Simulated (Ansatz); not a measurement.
H₆C₂O (amorphous cell)

```
CELL_PARAMETERS angstrom
7.29363 0.00000 0.00000
0.00000 7.29363 0.00000
0.00000 0.00000 7.29363
ATOMIC_POSITIONS crystal
C 0.20687 0.52074 0.30435
C 0.04907 0.65188 0.27685
O 0.88656 0.54451 0.24957
H 0.78629 0.62842 0.22596
H 0.03509 0.74474 0.39493
H 0.07686 0.73817 0.15691
H 0.33664 0.59409 0.32273
H 0.18471 0.43385 0.42508
H 0.21925 0.43371 0.18260
C 0.59272 0.28608 0.70011
C 0.76868 0.18716 0.74875
O 0.74506 0.99640 0.70975
H 0.85864 0.93398 0.74005
H 0.88355 0.24284 0.66749
H 0.80213 0.20835 0.89477
H 0.60388 0.43296 0.72944
H 0.56176 0.26899 0.55429
H 0.47770 0.23121 0.77960
C 0.32927 0.71734 0.87765
C 0.14628 0.69474 0.78356
O 0.12529 0.50584 0.73554
H 0.00730 0.49137 0.67571
H 0.03449 0.73706 0.87674
H 0.14104 0.78352 0.66131
H 0.34560 0.85917 0.92250
H 0.33753 0.62873 0.99841
H 0.44158 0.68190 0.78455
C 0.55105 0.99790 0.21673
C 0.39514 0.13129 0.18816
O 0.22341 0.03589 0.19009
H 0.12614 0.12554 0.17384
H 0.39821 0.23335 0.29855
H 0.41137 0.20581 0.05766
H 0.68142 0.07225 0.21932
H 0.53399 0.92668 0.34788
H 0.55596 0.89712 0.10585
```

Level of theory: DFT PBE-D3(BJ), scalar-relativistic, plane waves, PAW in Ansatz 0.2.0.

> What can the converged valence pseudo-density and electron localisation function tell about the bonding?

O–H (0.97 Å): ρ at the midpoint is about 3.8 e/Å³; the ELF climbs to about 1 towards the hydrogen, as it does in any bond to H (an ordinary covalent bond to hydrogen).
C–H (1.09 Å): ρ at the midpoint is about 2 e/Å³; the ELF climbs to about 1 towards the hydrogen; an ordinary covalent bond to hydrogen.
C–O (1.43 Å): ρ at the midpoint is about 2 e/Å³; the ELF peaks at about 0.85 between the atoms, as expected for a shared but strongly polarised pair.

> Metal or insulator at this level of theory?

It is gapped, with a Kohn–Sham gap of 4.6 eV at the Γ point, the only k-point used.

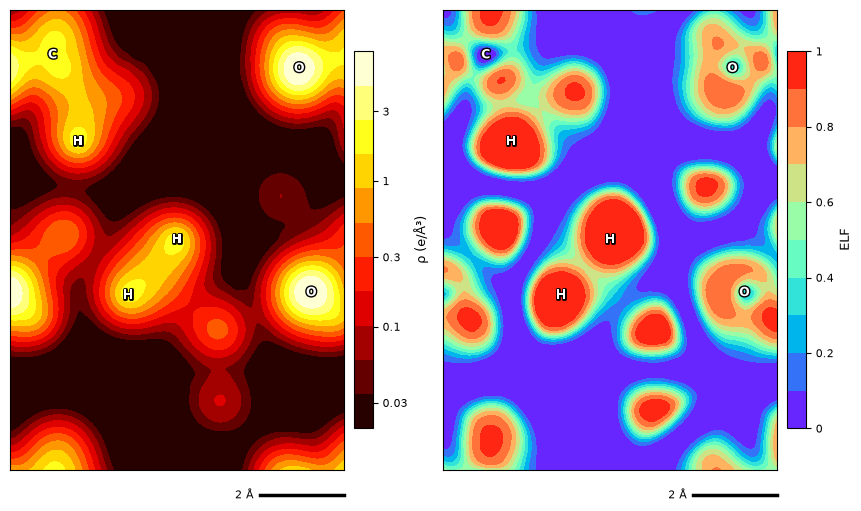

Computed valence pseudo-density and electron localisation function on the (101̄) plane of the calculation cell, in this order. Atoms just off the plane (C, 0.6 Å away and H, 0.3 Å away) can leave unmarked features too.

In a PAW calculation such maps are meaningful between the atoms, not at the nuclei.
